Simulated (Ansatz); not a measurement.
# Energy of Mo along a strain of the cell

System: Mo (I4/mmm, 1 atom in the cell).
Method: DFT LDA, scalar-relativistic, plane waves, PAW, no spin polarisation (Ansatz 0.2.0).

The 6 runs differ only in the geometry, by a strain of the cell at fixed fractional positions. Against run 4, the strain is εxx = η. The structure derives from an entry of the Crystallography Open Database.

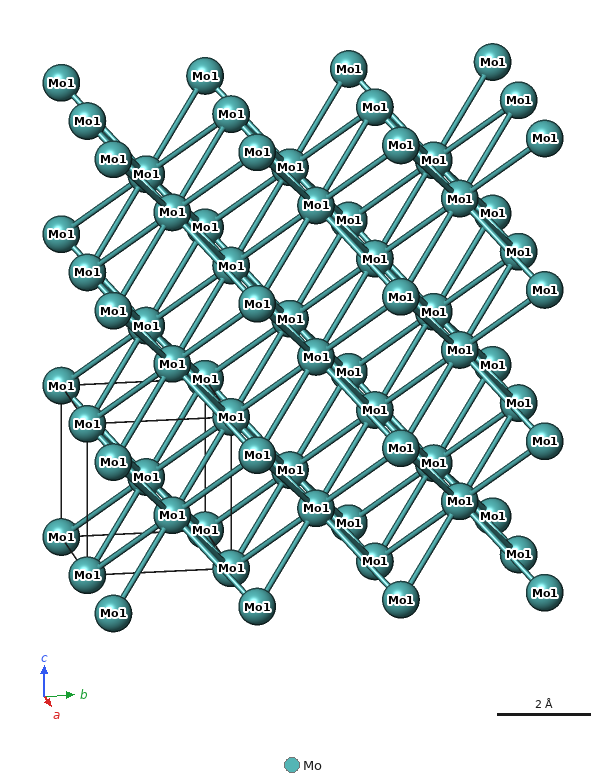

Figure 1. The structure of run 4 (ball-and-stick view of the cell 2 times as large as that of the calculation, set on its symmetry axes, repeated 2 × 3 × 3, seen slightly off an axis; atoms are numbered from 1 in the order of the input).

## Input of run 4
```yaml
crystal:
  lattice:
    - [-1.688825, 1.571, 1.571]
    - [1.688825, -1.571, 1.571]
    - [1.688825, 1.571, -1.571]
  atoms:
    - { symbol: Mo, position: [0.0, 0.0, 0.0] }
basis:
  ecutwfc: 650.0
kpoints:
  mp_grid: { grid: [22, 22, 22] }
hamiltonian:
  xc: lda
scf:
  occupations: { method: gaussian, width: 0.15 }
output:
  forces: true
  stress: true
  eigenvalues: true
```

Command:
```bash
ansatz run input.yaml --threads 1 --pin off --max-ram 2560MiB --backend cpu --events-out ev --progress --plain --runs-dir out
```

Lattice vectors (Å) and fractional positions of run 4:
```
  -1.688825    1.571000    1.571000
   1.688825   -1.571000    1.571000
   1.688825    1.571000   -1.571000
Mo  0.000000  0.000000  0.000000
```

Run 2 differs from it as follows:
```diff
-    - [-1.688825, 1.571, 1.571]
-    - [1.688825, -1.571, 1.571]
-    - [1.688825, 1.571, -1.571]
+    - [-1.453175, 1.571, 1.571]
+    - [1.453175, -1.571, 1.571]
+    - [1.453175, 1.571, -1.571]
```

## Results, with one run withheld

```tsv
run	strain parameter η (%)	free energy per atom, from the lowest run given (meV)	pressure (GPa)
1	−16.2791	161.74	27.47
2	−13.9535	?	?
3	−4.6512	0.00	−14.02
4	0.0000	132.07	−23.36
5	1.1628	176.06	−25.26
6	2.3256	223.55	−27.00
```

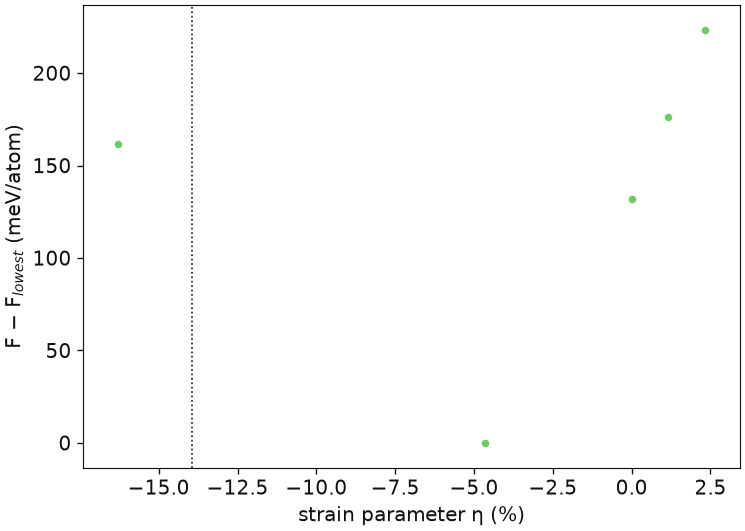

Figure 2. Free energy per atom of the runs given; the dotted line marks run 2.

Fit the runs given and predict run 2.

A cubic polynomial in the coordinate, fitted to the 5 runs given, misses them by at most 0.04 meV per atom. With x = η + 3.4884, it reads F = 25.341 + 24.214 x + 2.0198 x² − 0.055279 x³ (meV per atom). At run 2 it gives 56.50 meV per atom, and the run itself gives 55.41. The fit has its minimum at η = −8.4656 %. So low a polynomial doesn't follow these energies more closely.

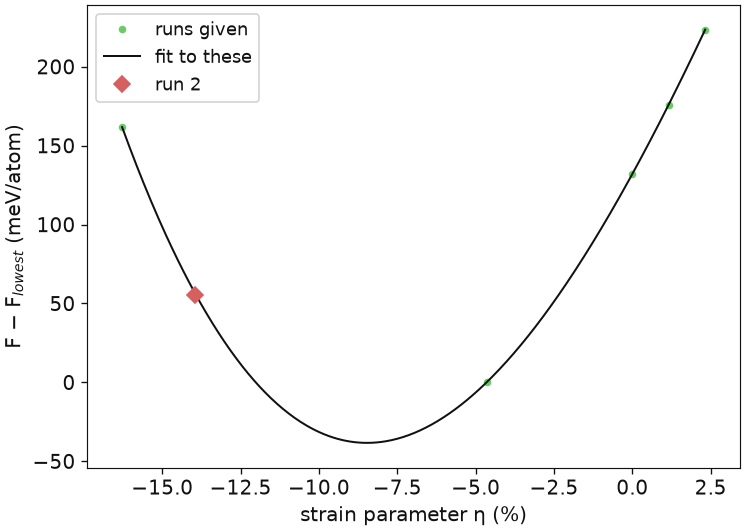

Figure 3. The fit and the withheld run.

## Output, shortened to warnings, some set-up lines, iterations and results (run 2)
```
Basis set: ecut = 650 eV, 555 PW (Γ)
Symmetry: 16 space group operations
k-points: 834 of 10648
Initial density: superposition of atomic densities (neutral atoms: chi_scale 0, normalization atom), corrected by the library's trained network
[...]
SCF iter   1: F=—  HF=-4842.763084 eV  |F-HF|=—  |Δ(HF+E_count)|=         —  Δρ=7.93e-3  dr2=1.96e-3  ethr=1.77e-3  ⟨swp⟩=5.0  Hψ=55107  notcnv=0
SCF iter   2: F=—  HF=-4842.762868 eV  |F-HF|=—  |Δ(HF+E_count)|=   2.16e-4  Δρ=3.85e-3  dr2=4.29e-4  ethr=1.40e-5  ⟨swp⟩=1.6  Hψ=17168  notcnv=0
SCF iter   3: F=—  HF=-4842.762808 eV  |F-HF|=—  |Δ(HF+E_count)|=   5.94e-5  Δρ=4.84e-4  dr2=2.53e-5  ethr=3.06e-6  ⟨swp⟩=2.3  Hψ=14832  notcnv=0
SCF iter   4: F=—  HF=-4842.762798 eV  |F-HF|=—  |Δ(HF+E_count)|=   1.08e-5  Δρ=9.60e-5  dr2=4.85e-7  ethr=1.80e-7  ⟨swp⟩=2.0  Hψ=13391  notcnv=0
SCF iter   5: F=-4842.762798 eV  HF=-4842.762798 eV  |F-HF|=9.29e-9  |Δ(HF+E_count)|=   5.58e-8  Δρ=2.06e-5  dr2=2.27e-8  ethr=3.46e-9  ⟨swp⟩=2.6  Hψ=14742  notcnv=0
SCF iter   6: F=-4842.762798 eV  HF=-4842.762798 eV  |F-HF|=1.00e-10  |Δ(HF+E_count)|=   3.45e-9  Δρ=2.32e-6  dr2=2.10e-10  ethr=1.62e-10  ⟨swp⟩=2.2  Hψ=32647  notcnv=0
SCF 1 converged in 6 iterations: F = -4842.762798 eV  dr2 = 2.10e-10
SCF converged after 6 iterations
Free energy (F): -4842.762798 eV
Harris-Foulkes:  -4842.762798 eV  (|F-HF|=1.00e-10)
Internal energy: -4842.755563 eV  (E = F + TS)
E sigma→0 (E₀):  -4842.759180 eV
Entropy (-TS):   -0.007235 eV (-7.235 meV/atom)
Fermi energy:    23.002829 eV
--- Per-component energies (eV) ---
  E_band       = -28.767756
  E_kinetic    = 445.450365
  E_local      = -728.199183  (includes V_loc(G=0)·N_el)
  E_nonlocal   = 148.412419
  E_hartree    = 242.102564
  E_xc         = -183.875719
  E_vxc        = -230.568426  (∫ρ·V_xc dr)
  E_paw        = -3089.868074  (= ΣΔE_a)
  E_vpaw       = -148.067739  (= ΣTr[D̂ρ^β])
  E_aug_tail   = -0.000004  (compensation charges beyond the density's cutoff)
  E_ewald      = -1677.250746
  E_core_change = 0.472816  (= ΣΔE_core)
  E_smearing   = -0.007235  (= −TS)
  E_closure    = -0.000000  (closes the sum)
  Σ components = -4842.762798   (vs F -4842.762798, Δ=0.00e0)
--- Forces (eV/Å), atoms counted from 1 ---
  atom   1  Mo     0.00000000    -0.00000000     0.00000000
  max |Σ_I F_I| component: 1.23e-32 eV/Å
--- Stress (GPa, compression-positive) ---
       35.182336       0.000000       0.000000
        0.000000       7.279609      -0.000000
        0.000000       0.000000       7.279609
  P = ⅓ Tr σ = 16.5805 GPa (165.805 kbar)
```
